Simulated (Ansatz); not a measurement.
## MnO: 7 runs along one coordinate

System: MnO (2 atoms in the cell).
Method: Kohn-Sham DFT of a periodic cell, LDA, Ansatz PAW, spin-polarised (Ansatz 0.2.0).

The 7 runs differ only in the geometry, by an even scaling of the cell at fixed fractional positions. The structure derives from a Materials Project entry.

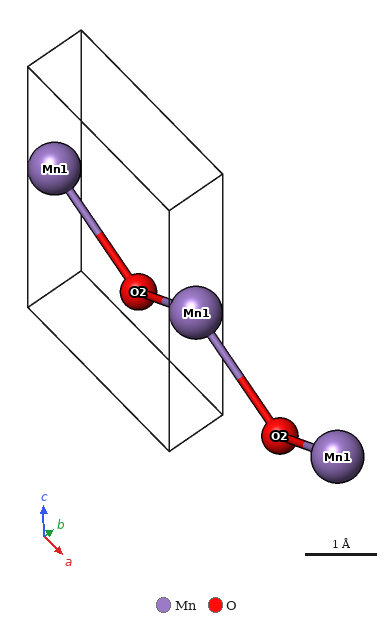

Figure 1. The structure of run 4 (ball-and-stick view of the reduced cell, repeated 2 × 1 × 1, seen slightly off an axis; atoms are numbered from 1 in the order of the input).

**Input of run 4**
```yaml
crystal:
  lattice:
    - [2.9712935166, -1.7169813801, 0.0]
    - [2.9712935166, 1.7169813801, 0.0]
    - [-1.9846287531, 0.0, 2.8103092467]
  atoms:
    - { symbol: Mn, position: [0.500199, 0.500199, 0.500665], spin: 4.0 }
    - { symbol: O, position: [0.7498025, 0.7498025, 0.249336] }
hamiltonian:
  xc: lda
  pseudopotentials: { kind: paw }
magnetization:
  spin_polarized: true
kpoints:
  mp_grid: { grid: [9, 9, 9] }
scf:
  occupations: { method: fermi_dirac, width: 0.05 }
output:
  forces: true
  stress: true
  eigenvalues: true
```

Command:
```bash
ansatz run input.yaml --threads 2 --pin off --max-ram 5632MiB --backend cpu --events-out ev --progress --plain --runs-dir out
```

Run 5 differs from it as follows:
```diff
-    - [2.9712935166, -1.7169813801, 0.0]
-    - [2.9712935166, 1.7169813801, 0.0]
-    - [-1.9846287531, 0.0, 2.8103092467]
+    - [2.9909715306, -1.7283524491, 0.0]
+    - [2.9909715306, 1.7283524491, 0.0]
+    - [-1.9977723729, 0.0, 2.8289211086]
```

**Results, with one run withheld**

| run | volume per atom (Å³) | free energy per atom, from the lowest run given (meV) | pressure (GPa) |
| --- | --- | --- | --- |
| 1 | 13.477 | 0.00 | −9.52 |
| 2 | 13.764 | 17.94 | −10.52 |
| 3 | 14.050 | 37.77 | −11.70 |
| 4 | 14.337 | 59.79 | −12.95 |
| 5 | 14.624 | ? | ? |
| 6 | 14.911 | 110.94 | −15.61 |
| 7 | 15.197 | 139.97 | −16.81 |

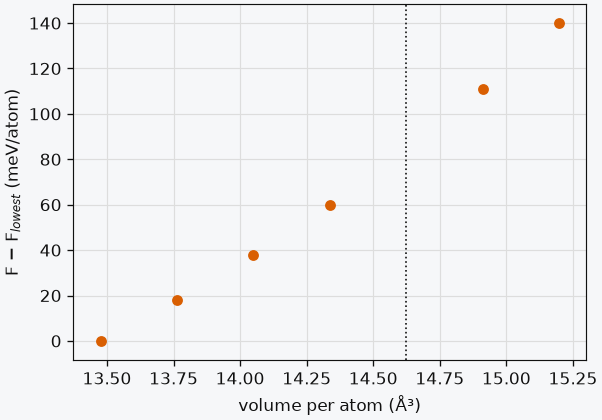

Figure 2. Free energy per atom of the runs given; the dotted line marks run 5.

Fit the runs given and predict run 5.

A cubic polynomial in V^(−2/3) (the Birch–Murnaghan form), fitted to the 6 runs given, misses them by at most 0.03 meV per atom. With x = V^(−2/3) − 0.16999 Å⁻², it reads F = 54.315 − 9932.6 x + 2.9182e+05 x² − 5.3688e+06 x³ (meV per atom). At run 5 it gives 84.18 meV per atom, and the run itself gives 84.20. The slope of the fit gives a pressure −dF/dV of −14.26 GPa there, and the run prints −14.29 GPa. The fit has no minimum inside this range.

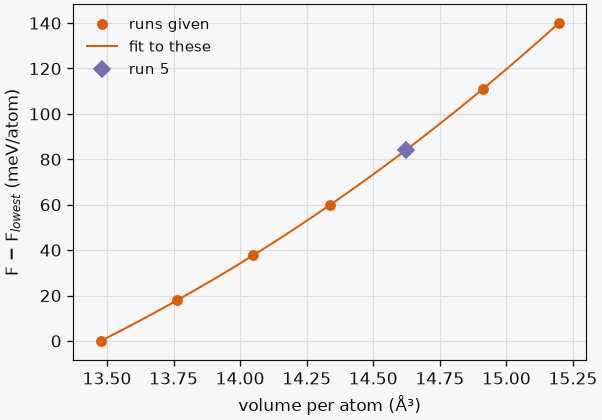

Figure 3. The fit and the withheld run.

**Output, shortened to warnings, some set-up lines, iterations and results (run 5)**
```
Basis set: ecut = 420 eV, 541 PW (Γ)
Symmetry: 2 space group operations
k-points: 205 of 729 (time reversal used)
Initial density: superposition of atomic densities (chi_scale 0.1, normalization cell, long waves kept (reshape's long-wave potential 0.00 eV rms))
[...]
SCF iter   1: F=—  HF=-4396.231234 eV  |F-HF|=—  |Δ(HF+E_count)|=         —  Δρ=1.27e-1 (↑1.27e-1 ↓6.06e-2)  dr2=6.41e0  dr2_m=9.80e-1  M=4.734 μB ∫|m|=4.734 μB  β_m=0.30  …
SCF iter   2: F=—  HF=-4395.760807 eV  |F-HF|=—  |Δ(HF+E_count)|=   4.70e-1  Δρ=7.51e-2 (↑7.51e-2 ↓3.21e-2)  dr2=1.17e0  dr2_m=6.50e-1  M=4.978 μB ∫|m|=4.978 μB  β_m=0.43  …
SCF iter   3: F=—  HF=-4395.633289 eV  |F-HF|=—  |Δ(HF+E_count)|=   1.28e-1  Δρ=2.22e-2 (↑2.22e-2 ↓1.52e-2)  dr2=2.46e-1  dr2_m=5.40e-2  M=4.979 μB ∫|m|=4.979 μB  β_m=0.51  …
SCF iter   4: F=—  HF=-4395.581639 eV  |F-HF|=—  |Δ(HF+E_count)|=         —  Δρ=6.37e-3 (↑5.92e-3 ↓6.37e-3)  dr2=4.45e-2  dr2_m=1.47e-3  M=4.984 μB ∫|m|=4.984 μB  β_m=0.51  …
SCF iter   5: F=—  HF=-4395.578155 eV  |F-HF|=—  |Δ(HF+E_count)|=   3.48e-3  Δρ=4.43e-3 (↑4.43e-3 ↓3.95e-3)  dr2=2.08e-2  dr2_m=4.95e-4  M=4.988 μB ∫|m|=4.988 μB  β_m=0.76  …
SCF iter   6: F=—  HF=-4395.579607 eV  |F-HF|=—  |Δ(HF+E_count)|=   1.45e-3  Δρ=1.46e-3 (↑1.46e-3 ↓1.27e-3)  dr2=1.55e-3  dr2_m=1.21e-4  M=4.992 μB ∫|m|=4.992 μB  β_m=0.81  …
SCF iter   7: F=—  HF=-4395.579618 eV  |F-HF|=—  |Δ(HF+E_count)|=   1.04e-5  Δρ=6.57e-4 (↑6.57e-4 ↓4.40e-4)  dr2=2.70e-4  dr2_m=1.26e-5  M=4.991 μB ∫|m|=4.991 μB  β_m=0.86  …
SCF iter   8: F=—  HF=-4395.579779 eV  |F-HF|=—  |Δ(HF+E_count)|=   1.61e-4  Δρ=5.92e-4 (↑5.92e-4 ↓2.88e-4)  dr2=1.34e-4  dr2_m=9.45e-6  M=4.991 μB ∫|m|=4.991 μB  β_m=0.79  …
SCF iter   9: F=—  HF=-4395.579777 eV  |F-HF|=—  |Δ(HF+E_count)|=   1.84e-6  Δρ=1.48e-4 (↑9.21e-5 ↓1.48e-4)  dr2=1.43e-5  dr2_m=3.83e-7  M=4.991 μB ∫|m|=4.991 μB  β_m=0.89  …
SCF iter  10: F=—  HF=-4395.579787 eV  |F-HF|=—  |Δ(HF+E_count)|=   9.51e-6  Δρ=3.61e-5 (↑3.61e-5 ↓1.88e-5)  dr2=6.08e-7  dr2_m=7.57e-8  M=4.991 μB ∫|m|=4.991 μB  β_m=0.95  …
SCF iter  11: F=—  HF=-4395.579787 eV  |F-HF|=—  |Δ(HF+E_count)|=   9.44e-8  Δρ=1.06e-5 (↑1.06e-5 ↓6.42e-6)  dr2=4.86e-8  dr2_m=9.53e-9  M=4.991 μB ∫|m|=4.991 μB  β_m=0.97  …
SCF iter  12: F=-4395.579787 eV  HF=-4395.579787 eV  |F-HF|=1.25e-9  |Δ(HF+E_count)|=   1.74e-8  Δρ=2.36e-6 (↑2.07e-6 ↓2.36e-6)  dr2=6.55e-9  dr2_m=6.82e-11  M=4.991 μB …
SCF 1 converged in 12 iterations: F = -4395.579787 eV  dr2 = 6.55e-9
SCF converged after 12 iterations
Magnetization: 4.9908 μB (12.9954 up, 8.0046 down)
Absolute magnetization: 4.9908 μB (∫|ρ↑−ρ↓|, with the PAW one-centre terms)
Spin contamination: 0.0056 ħ² per cell (⟨S²⟩ above its minimum at these occupations)
Per-site moments (μB) at R_I (Å): [(4.003334309063046, 0.8735115596550022), (0.22138224482734684, 0.8735115596550022)]
Free energy (F): -4395.579787 eV
Harris-Foulkes:  -4395.579787 eV  (|F-HF|=1.25e-9)
Internal energy: -4395.576998 eV  (E = F + TS)
E sigma→0 (E₀):  -4395.578393 eV
Entropy (-TS):   -0.002788 eV (-1.394 meV/atom)
Fermi energy:    8.691203 eV
--- Per-component energies (eV) ---
  E_band       = -337.062730
  E_kinetic    = 469.187354
  E_local      = -2707.368014  (includes V_loc(G=0)·N_el)
  E_nonlocal   = 306.960675
  E_hartree    = 1085.348860
  E_xc         = -180.538637
  E_vxc        = -232.218164  (∫ρ·V_xc dr)
  E_paw        = -1395.568787  (= ΣΔE_a)
  E_vpaw       = -344.323850  (= ΣTr[D̂ρ^β])
  E_aug_tail   = 0.002434  (compensation charges beyond the density's cutoff)
  E_ewald      = -1974.081758
  E_core_change = 0.480875  (= ΣΔE_core)
  E_smearing   = -0.002788  (= −TS)
  E_closure    = 0.000000  (closes the sum)
  Σ components = -4395.579787   (vs F -4395.579787, Δ=0.00e0)
--- Forces (eV/Å), atoms counted from 1 ---
  atom   1  Mn     0.00077509     0.00000000    -0.00358680
  atom   2  O     -0.00077526     0.00000000     0.00358655
  max |Σ_I F_I| component: 2.44e-7 eV/Å
--- Stress (GPa, compression-positive) ---
      -14.204747       0.000000       0.028975
        0.000000     -14.232584       0.000000
        0.028975       0.000000     -14.437088
  P = ⅓ Tr σ = -14.2915 GPa (-142.915 kbar)
```
